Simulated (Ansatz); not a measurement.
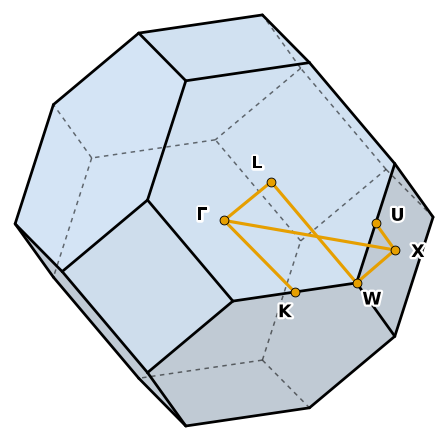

Crystal: Si, coordinates from a relaxation with DFT PBE+D3(BJ), scalar-relativistic, plane waves, PAW (Ansatz). The figure shows the first Brillouin zone with its special points and a band path. Geometry calculated from the standardised cell; symmetry tolerance 0.002 Å.

Labels and path follow the convention of Hinuma et al. (2017), as computed by seekpath.

Question: Name the Bravais lattice of the crystal.

Answer: A face-centred cubic lattice (cF; extended symbol cF2). The zone is a truncated octahedron in its combinatorial type: 14 faces (6 with 4 edges, 8 with 6 edges), 36 edges, 24 vertices.

Question: In which order does the conventional band path visit the special points?

Answer: Γ–X–U | K–Γ–L–W–X
